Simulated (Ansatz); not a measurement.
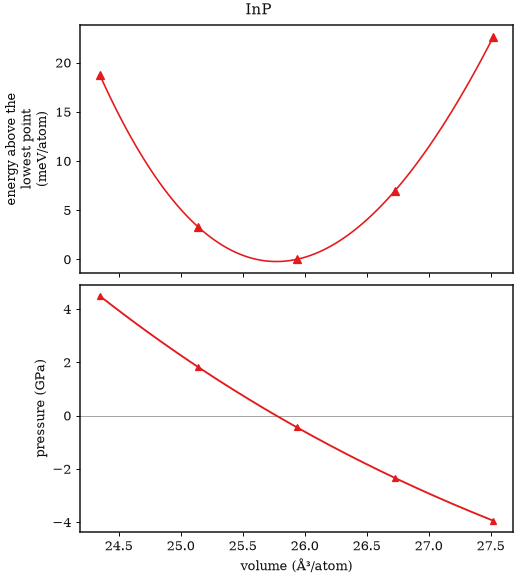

The plot gives the computed energy above the lowest point and pressure against volume for InP, space group F-43m (No. 216) (one of a set of cubic test structures, which need not be the stable phase).

Method: equation of state of a cubic crystal from periodic Kohn-Sham density functional theory without spin, third-order Birch-Murnaghan fit to the free energies; pressure corrected for the finite basis (Ansatz 0.2.0 development build). Level: HSE06.

- structure type: zinc blende
- atoms in cell: 2
- space group number: 216
- lattice centring: face-centred primitive
- k mesh: 4×4×4
- occupation method: Fermi–Dirac
- occupation width: 0.05 eV
- wave cutoff: 700 eV
- datasets: hard PAW
- density tolerance: 0 eV
- bands: 17
- density cutoff ratio: 4
- search for lower states: default
- exchange singularity: regularized

Question: How stiff is the solid, and where is its volume at rest?

Answer: A third-order Birch–Murnaghan fit gives V0 = 25.77 Å³/atom, B0 = 69.6 GPa and B′ = 4.5.

Question: What does the pressure do across the range?

Answer: It falls from 4.497 GPa at volume 24.35 Å³/atom to −3.942 GPa at 27.52 Å³/atom, and changes sign near 25.78 Å³/atom.

Caveats: modest k-mesh, values are not fully converged in k; pseudopotentials made with PBE, not this functional.

The computed values:

```json
{"volume (Å³/atom)": "24.35", "energy above the lowest point (meV/atom)": "18.8", "pressure (GPa)": "4.497"}
{"volume (Å³/atom)": "25.14", "energy above the lowest point (meV/atom)": "3.3", "pressure (GPa)": "1.827"}
{"volume (Å³/atom)": "25.93", "energy above the lowest point (meV/atom)": "0.0", "pressure (GPa)": "-0.430"}
{"volume (Å³/atom)": "26.73", "energy above the lowest point (meV/atom)": "7.0", "pressure (GPa)": "-2.336"}
{"volume (Å³/atom)": "27.52", "energy above the lowest point (meV/atom)": "22.7", "pressure (GPa)": "-3.942"}
```
